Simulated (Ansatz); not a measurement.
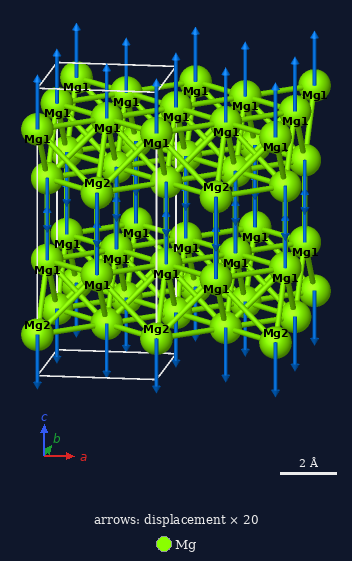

A relaxation of crystalline Mg (built on the alpha-gallium_64 type). The starting structure is drawn; blue arrows show the displacements (the part carried along by the change of the cell is left out), 20 times their true length.

A ball-and-stick model of the conventional cell (4 times the calculation's cell), repeated 2 × 2 × 1 with one cell outlined, seen from a free direction. Lengths and directions refer to the drawn axes.

Case: alpha-gallium type (Cmce, No. 64).

These are results of DFT PBE, scalar-relativistic, plane waves, PAW in Ansatz 0.2.0, not measurements.

Input file:
```yaml
crystal:
  lattice:
    - [0.0, 2.2415228295, 5.2808829942]
    - [2.1656939257, 0.0, 5.2808829942]
    - [2.1656939257, 2.2415228295, 0.0]
  atoms:
    - { symbol: Mg, position: [0.8574306441, 0.8574306441, 0.1425693559] }
    - { symbol: Mg, position: [0.1425693559, 0.1425693559, 0.8574306441] }
basis:
  ecutwfc: 420
kpoints:
  mp_grid: { grid: [18, 18, 18] }
hamiltonian:
  xc: pbe
scf:
  occupations: { method: gaussian, width: 0.1 }
output:
  forces: true
  stress: true
  eigenvalues: true
relax:
  adjacent_minimum: "off"
  f_tol: 0.01
  max_steps: 80
  cell: { stress_tol: 0.05 }
```

### What did the optimiser do to the structure, and how much energy did it gain?

The largest moves relative to the cell, 0.10 Å, are those of Mg1 and Mg2. Mg1 goes along +c. The drawn cell changes as follows: a 4.331 → 3.207 Å (−26.0 %), b 4.483 → 5.307 Å (+18.4 %), c 10.562 → 11.502 Å (+8.9 %); the volume changes by −4.5 %. Near-neighbour distances that change, for instance: Mg1–Mg1 4.331 → 3.207 Å, Mg1–Mg2 3.190 → 3.767 Å, Mg1–Mg2 (another image) 3.012 → 3.077 Å, Mg1–Mg2 (another image) 3.137 → 3.118 Å. The space group stays Fmmm (No. 69). Over 12 accepted moves (14 points after the start) the energy falls by 58.4 meV per atom. The largest force component goes from 0.049 to 0.0018 eV/Å. The pressure goes from 0.04 to 0.00 GPa. The SCF was repeated twice at an unchanged geometry on a basis and grid sized afresh for the cell, which shifted the energy by 1.5 meV per atom at most. The run took about 12 core-minutes on a shared host.
